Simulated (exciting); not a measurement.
## Electronic structure of HgTe in real space

The calculation's input:

```
<input>
  <title>HgTe</title>
  <structure speciespath="./" tshift="false">
    <crystal scale="1">
      <basevect>0.000000000000 6.074524627610 6.074524627610</basevect>
      <basevect>6.074524627610 0.000000000000 6.074524627610</basevect>
      <basevect>6.074524627610 6.074524627610 0.000000000000</basevect>
    </crystal>
    <species speciesfile="Hg.xml" rmt="2.3">
      <atom coord="0.000000000000 0.000000000000 0.000000000000"/>
    </species>
    <species speciesfile="Te.xml" rmt="2.3">
      <atom coord="0.750000000000 0.750000000000 0.750000000000"/>
    </species>
  </structure>
  <groundstate do="fromscratch" ngridk="5 5 5" rgkmax="8" gmaxvr="14" lmaxapw="10" lmaxmat="10" lmaxvr="8" xctype="LDA_PW" stype="Gaussian" swidth="0.00183747" nempty="10" ValenceRelativity="iora*" epsengy="1e-05" epspot="1e-05" maxscl="60" tforce="true" outputlevel="high"/>
  <properties>
    <chargedensityplot>
      <plot3d>
        <box grid="23 23 23">
          <origin coord="0 0 0"/>
          <point coord="1 0 0"/>
          <point coord="0 1 0"/>
          <point coord="0 0 1"/>
        </box>
      </plot3d>
    </chargedensityplot>
    <elfplot>
      <plot3d>
        <box grid="23 23 23">
          <origin coord="0 0 0"/>
          <point coord="1 0 0"/>
          <point coord="0 1 0"/>
          <point coord="0 0 1"/>
        </box>
      </plot3d>
    </elfplot>
    <exccplot>
      <plot3d>
        <box grid="23 23 23">
          <origin coord="0 0 0"/>
          <point coord="1 0 0"/>
          <point coord="0 1 0"/>
          <point coord="0 0 1"/>
        </box>
      </plot3d>
    </exccplot>
  </properties>
</input>
```

Command:

```sh
OMP_NUM_THREADS=1 exciting_smp
```

Below, planes, directions and counts refer to the conventional cell (a = 6.43 Å, b = 6.43 Å, c = 6.43 Å, α = 90.00°, β = 90.00°, γ = 90.00°).

Space group F-43m.

Theory: Kohn-Sham DFT of a periodic cell, LDA, all-electron LAPW+lo, shipped species files in exciting.

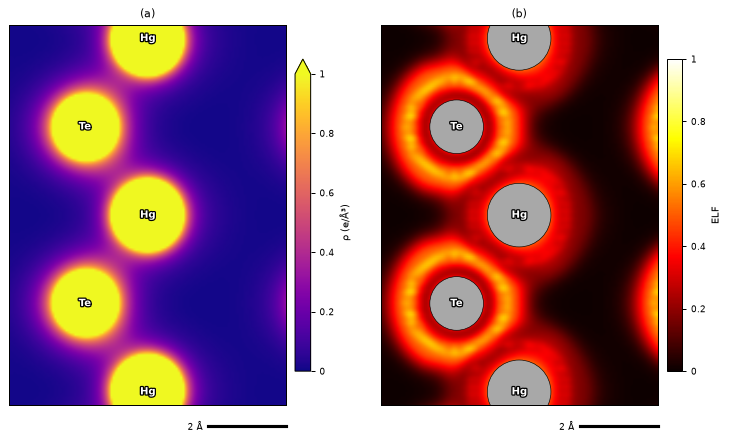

Figure 1. (a) total electron density; (b) electron localisation function on the (101) plane of the conventional cell. Grey discs cover the atomic cores in the ELF map.

Q: Read the bonding off the picture.

A: The section cuts through Hg and Te sites.
Hg–Te (2.78 Å): the density is about 0.39 e/Å³ at the midpoint; the ELF peaks at about 0.60 in the valence shell of Te, 1.2 Å from its nucleus, and is about 0.40 at the midpoint.
Between the atoms the lowest density in this plane is 0.008 e/Å³.

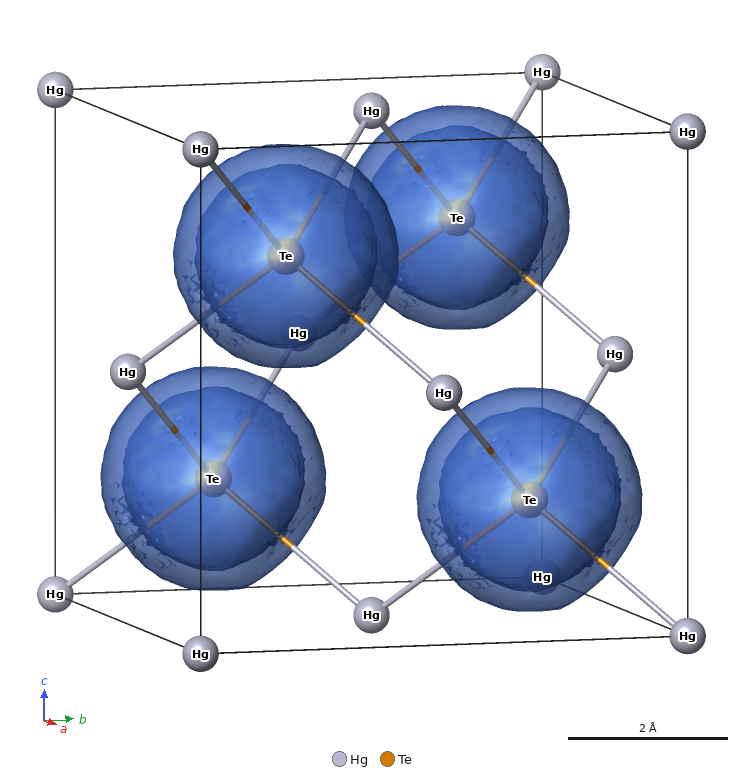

Figure 2. Isosurface of the electron localisation function at 0.55 (blue), seen slightly off an axis. Only the valence region is drawn (cores and ρ < 0.01 e/Å³ removed). Sticks mark near contacts.

Q: Identify the bonds, lone pairs and shells in this picture.

A: The surface consists of four regions wrapped around Te (the valence shell of each), counted in one cell of 8 atoms. Any copies at cell faces, edges or corners count once.
